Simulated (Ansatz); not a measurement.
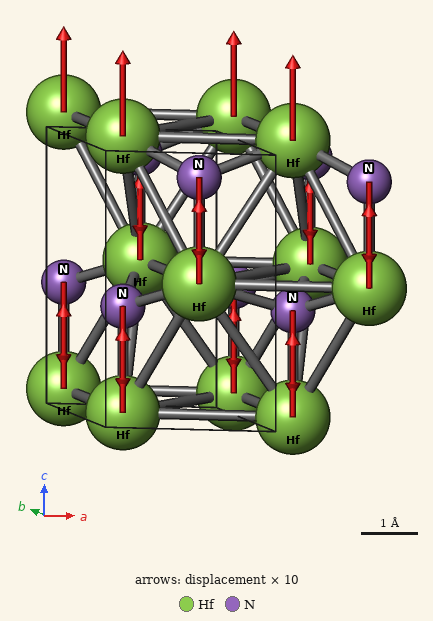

A symmetric starting cell of HfN (made from another compound by putting Hf in place of Ta). The red arrows show how the atoms are displaced (without the part that the change of the cell carries along), magnified 10 times. Besides, the cell is strained by +2.6 % along c and −3.4 % across it (volume −4.2 %). The picture is a ball-and-stick view of the cell of the calculation, repeated 2 × 2 × 1 with one cell outlined, seen slightly off an axis.

Method: Ansatz, DFT PBEsol, scalar-relativistic, plane waves, PAW. Set-up: plane-wave cutoff 420 eV; k-point mesh 18 × 18 × 8; occupations gaussian; smearing width 0.1 eV; no spin polarisation.

### How are the atoms displaced, and what does the calculation give?

Atoms are displaced by 0.16 Å relative to the cell. No relaxation follows. The starting cell wasn't computed here and needn't be at equilibrium, so pressure and forces aren't due to the change alone. Some distances before and after: Hf–N 1.926 → 1.665 Å, Hf–Hf 3.088 → 2.984 Å, Hf–N 1.873 → 1.945 Å, Hf–Hf 3.071 → 3.091 Å. The space group stays P6_3mc (No. 186). The pressure is 160.9 GPa (not all of it need come from the change, since the unchanged cell can be under pressure at this level too). The principal stresses (compression positive) are 255.3 GPa along c and 113.6 GPa across it. The largest forces, 9.6 eV/Å, act on Hf and N. The forces point straight back along the displacements (cosine −1.00).
